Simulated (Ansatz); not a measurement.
**Single-point calculation of BaF2**

BaF2 (Fm-3m, 3 atoms in the cell), computed with DFT r2SCAN, scalar-relativistic, plane waves, PAW, no spin polarisation (Ansatz 0.2.0).

The structure derives from an entry of the Crystallography Open Database. It belongs to a series of runs on one base structure; here: strain -0.050 along x and y, -0.050 along z, atoms carried along. Figures and captions count atoms from 1; the log counts them from 0 in places.

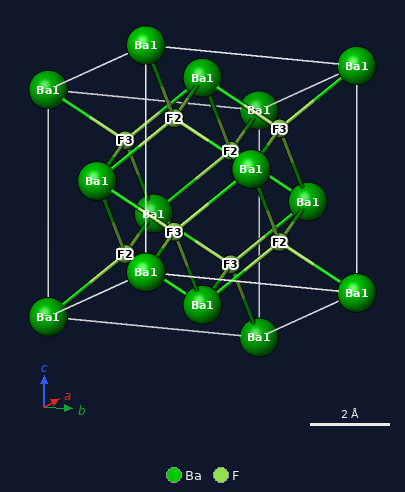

The input geometry (ball-and-stick view of the cell 4 times as large as that of the calculation, set on its symmetry axes, seen at an oblique angle; atoms are numbered from 1 in the order of the input). An atom can appear more than once, as a periodic image. Near neighbours in the periodic cell (some may lie outside the picture): Ba has 8 F at 2.55 Å; F has 4 Ba at 2.55 Å.

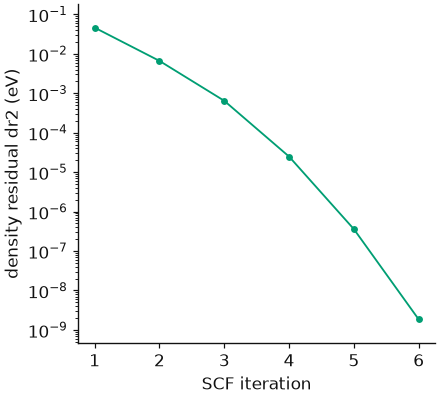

Convergence of the self-consistent field: density residual dr2 against the SCF iteration. The residual falls at every step.

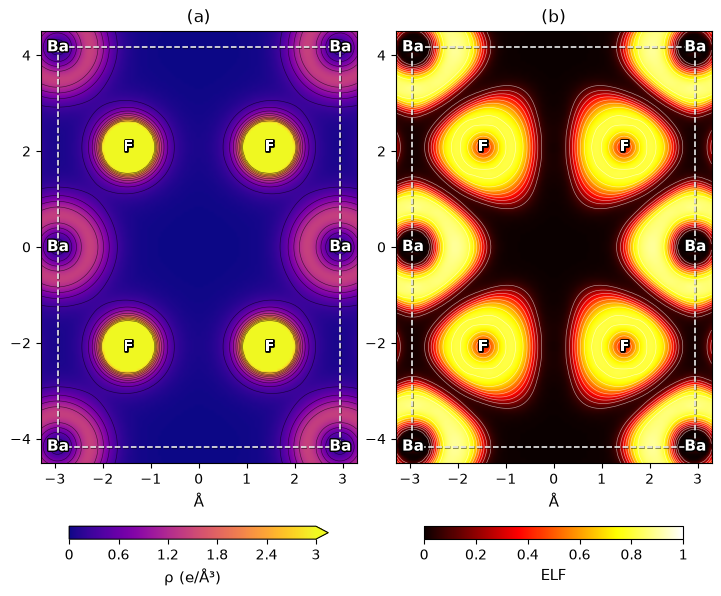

(a) valence charge density (pseudo); (b) electron localisation function on the (110) plane of the conventional cell. Atoms in the plane: Ba and F. Ba–F (2.55 Å): the density is about 0.31 e/Å³ at the midpoint, with its minimum of 0.26 e/Å³ about 1.4 Å from Ba; the ELF is about 0.20 at the midpoint and 0.10 at its lowest between the atoms (ionic bonding with no shared pair). Away from the nuclei the density in this plane falls to 0.004 e/Å³ at its lowest. The strong features right at Ba lie inside the PAW spheres (semicore, d or f shells) and say nothing about bonding. Core electrons are frozen (PAW), so the fields are smoothed inside the atomic spheres.

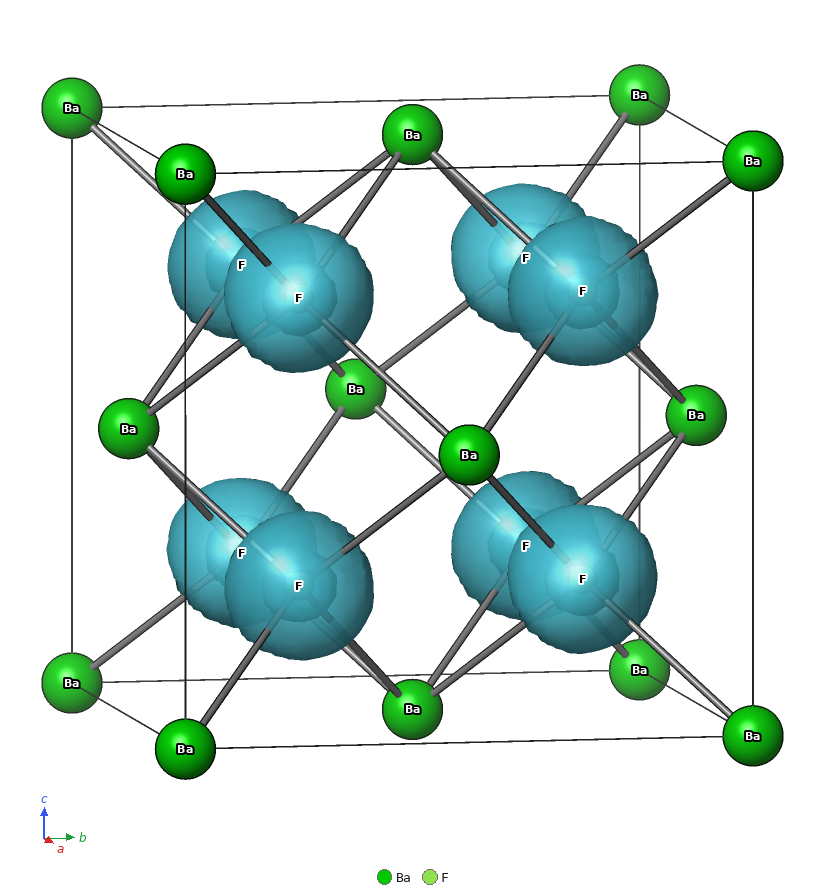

Isosurface of the ELF at 0.75 (cyan), seen slightly off an axis. Core shells and regions of very low density are left out. Sticks mark near contacts. The outline is the cell set on symmetry axes. Along the contacts the grid gives the following.

The input that produced these results follows, with the program's output.

**Input**
```yaml
crystal:
  lattice:
    - [0.0, 2.9450475, 2.9450475]
    - [2.9450475, 0.0, 2.9450475]
    - [2.9450475, 2.9450475, 0.0]
  atoms:
    - { symbol: Ba, position: [0.0, 0.0, 0.0] }
    - { symbol: F, position: [0.25, 0.25, 0.25] }
    - { symbol: F, position: [0.75, 0.75, 0.75] }
basis:
  ecutwfc: 500
kpoints:
  mp_grid: { grid: [6, 6, 6] }
hamiltonian:
  xc: r2scan
scf:
  occupations: { method: gaussian, width: 0.05 }
output:
  forces: true
  stress: true
  eigenvalues: true
  write_density: true
  write_potential: true
  elf: true
  volumetric_format: npy
```

Run as:
```bash
ansatz run input.yaml --threads 1 --pin off --max-ram 2560MiB --backend cpu --events-out ev --progress --plain --runs-dir out
```

**The program's output**
```
Engine: ansatz 0.2.0, aarch64-unknown-linux-gnu
Pseudopotentials: kind: paw
Pseudopotential: Ba, paw, valence charge 10, recommended cutoff 500 eV (meta_gga), Ba.paw.azcp
Pseudopotential: F, paw, valence charge 7, recommended cutoff 500 eV (meta_gga), F.paw.azcp
Functional definition: r2SCAN
  parameter k0 = 0.174
  parameter k1 = 0.065
  parameter a1 = 4.9479
  exchange = r2scan_x(k0 = k0, k1 = k1, a1 = a1)
  correlation = r2scan_c
Crystal: 3 atoms, lattice volume = 51.087 Å³
Basis set: ecut = 500 eV, 1291 PW (Γ), exchange–correlation on 128×128×128 points (64 copies of the dense FFT grid, shifted against one another)
Bands: 16, of which v1, the nominal top of the filled ones, is band 12 counted from 1 (11 counted from 0)
Symmetry: 48 space group operations
Space group: Fm-3m (ITA 225), of the structure as read, at distance tolerance 3.7e-5 Å
k-points: 16 of 216
Non-local potential: Ba, projectors of the file, l = 0: 3, l = 1: 2, l = 2: 2, l = 3: 2
Non-local potential: F, projectors of the file, l = 0: 2, l = 1: 2, l = 2: 1
PAW form: soft (Blöchl's): semilocal exchange-correlation on the pseudo side does not see the compensation charge
PAW frozen core: Ba, regenerated for the run's functional (the file was generated under x = pbe(κ = 0.804, μ = 0.2195149727645171), c = pbe(β = 0.06672455060314922))
PAW frozen core: F, regenerated for the run's functional (the file was generated under x = pbe(κ = 0.804, μ = 0.2195149727645171), c = pbe(β = 0.06672455060314922))
PAW one-centre angular grid: Ba, 302 points (default); XC on 160 Gauss nodes
PAW one-centre angular grid: F, 302 points (default); XC on 160 Gauss nodes
Initial density: superposition of atomic densities (neutral atoms: chi_scale 0, normalization atom), corrected by the library's trained network
Initial wavefunctions: pseudopotential atomic-orbital guess
Functional: x = r2scan, c = r2scan; τ floored in thin density (d = 2e-4 eV/Å³)
SCF iter   1: F=—  HF=-7590.319808 eV  |F-HF|=—  |Δ(HF+E_count)|=         —  Δρ=9.49e-3  dr2=4.62e-2  dr2_τ=7.80e-2  ethr=1.77e-3  ⟨swp⟩=6.9  Hψ=1729  notcnv=0
preconditioner: auto → none  [insulator: Δε(μ)=8.301 eV  Ē_g=18.634 eV  σ=0.050 eV  W_gap=1.00  n_scr=14 (ndim 8)  ℏωp=25.5 eV  f_vac=0.113  D(μ)=0.00/eV (n_scr^D=0)  ε∞_Penn≈2.9]
SCF iter   2: F=—  HF=-7590.425147 eV  |F-HF|=—  |Δ(HF+E_count)|=   1.05e-1  Δρ=6.13e-3  dr2=6.63e-3  dr2_τ=1.86e-3  ethr=1.92e-4  ⟨swp⟩=3.0  Hψ=682  notcnv=0
SCF iter   3: F=—  HF=-7590.423797 eV  |F-HF|=—  |Δ(HF+E_count)|=   1.35e-3  Δρ=1.75e-3  dr2=6.44e-4  dr2_τ=1.58e-4  ethr=2.76e-5  ⟨swp⟩=2.2  Hψ=454  notcnv=0
SCF iter   4: F=—  HF=-7590.423915 eV  |F-HF|=—  |Δ(HF+E_count)|=   1.18e-4  Δρ=4.25e-4  dr2=2.48e-5  dr2_τ=7.83e-6  ethr=2.68e-6  ⟨swp⟩=2.9  Hψ=492  notcnv=0
SCF iter   5: F=—  HF=-7590.423934 eV  |F-HF|=—  |Δ(HF+E_count)|=   1.91e-5  Δρ=3.72e-5  dr2=3.58e-7  dr2_τ=5.41e-8  ethr=1.03e-7  ⟨swp⟩=2.6  Hψ=455  notcnv=0
SCF iter   6: F=-7590.423935 eV  HF=-7590.423935 eV  |F-HF|=8.08e-10  |Δ(HF+E_count)|=   4.67e-7  Δρ=2.29e-6  dr2=1.84e-9  dr2_τ=3.03e-10  ethr=4.17e-10  ⟨swp⟩=10.2  Hψ=2217  notcnv=0
SCF 1 converged in 6 iterations: F = -7590.423935 eV  dr2 = 1.84e-9
  greatest PAW one-centre occupation: 0.950 electrons in one spin orbital (limit 2), on the Ba atom at site 0 (counted from 0), in its partial waves of l = 0
SCF converged after 6 iterations
Free energy (F): -7590.423935 eV
Harris-Foulkes:  -7590.423935 eV  (|F-HF|=8.08e-10)
Internal energy: -7590.423935 eV  (E = F + TS)
E sigma→0 (E₀):  -7590.423935 eV
Fermi energy:    8.174313 eV
--- Per-component energies (eV) ---
  E_band       = -82.059193
  E_kinetic    = 593.191131
  E_local      = -1444.682654  (includes V_loc(G=0)·N_el)
  E_nonlocal   = 201.950980
  E_hartree    = 551.650872
  E_xc         = -319.762333
  E_vxc        = -385.577172  (∫ρ·V_xc dr)
  E_paw        = -5658.106893  (= ΣΔE_a)
  E_vpaw       = -174.543295  (= ΣTr[D̂ρ^β])
  E_aug_tail   = 0.002078  (compensation charges beyond the density's cutoff)
  E_vtau       = 24.297330  (kinetic-family band-sum trace: ∫τ·v_τ [+ j·A + Jᵃ·Aᵃ] dr)
  E_ewald      = -1514.674748
  E_core_change = 0.007633  (= ΣΔE_core)
  E_smearing   = -0.000000  (= −TS)
  E_closure    = -0.000000  (closes the sum)
  Σ components = -7590.423935   (vs F -7590.423935, Δ=0.00e0)
--- Forces (eV/Å), atoms counted from 1 ---
  atom   1  Ba    -0.00000000     0.00000000     0.00000000
  atom   2  F      0.00000000    -0.00000000     0.00000000
  atom   3  F      0.00000000    -0.00000000     0.00000000
  max |Σ_I F_I| component: 1.85e-17 eV/Å
--- Stress (GPa, compression-positive) ---
       13.202573       0.000000       0.000000
       -0.000000      13.202573       0.000000
        0.000000      -0.000000      13.202573
  P = ⅓ Tr σ = 13.2026 GPa (132.026 kbar)
--- Band table (eV; the first three rows and the last of 16) ---
  k-point 0: bands = ["-19.2507", "-16.2189", "-15.5446", "-3.1140", "-3.1140", "-3.1140", "2.1644", "2.1644", "2.1644", "3.9694", "3.9694", "3.9694", "12.2514", "14.7251", "14.7251", "17.8408"]
  k-point 1: bands = ["-19.1212", "-16.2571", "-15.7070", "-3.2096", "-3.1971", "-3.1971", "2.3145", "2.3145", "2.5753", "3.7785", "3.9564", "3.9564", "12.8897", "14.6927", "14.6927", "17.4062"]
  k-point 2: bands = ["-18.8102", "-16.4061", "-16.0113", "-3.3563", "-3.3505", "-3.3505", "2.5624", "2.5624", "3.3113", "3.5536", "3.9829", "3.9829", "13.9244", "14.6932", "14.6932", "16.2341"]
  k-point 15: bands = ["-18.3109", "-16.6107", "-16.4678", "-3.8867", "-3.5932", "-3.0505", "2.5307", "3.6105", "3.6846", "3.7490", "3.7961", "3.9153", "12.3561", "15.3918", "15.6930", "16.7298"]
```

**Key numbers**

```json
{"quantity": "outcome", "value": "converged"}
{"quantity": "space group (tolerance 0.01 Å)", "value": "Fm-3m (225)"}
{"quantity": "electrons treated", "value": "24"}
{"quantity": "free energy", "value": "−7590.4239 eV"}
{"quantity": "Fermi energy", "value": "8.174 eV"}
{"quantity": "gap on the k-point mesh", "value": "7.99 eV"}
{"quantity": "pressure", "value": "13.20 GPa"}
{"quantity": "largest force (length of the vector)", "value": "under 0.001 eV/Å"}
{"quantity": "hardware", "value": "1 thread of Arm Neoverse V1, 24 GiB of memory available, shared host"}
{"quantity": "wall time", "value": "3.5 s"}
{"quantity": "peak memory", "value": "0.42 GiB"}
```

**Notes**

The cell is under a pressure of 13.2 GPa at this level, so it is not at its equilibrium volume.
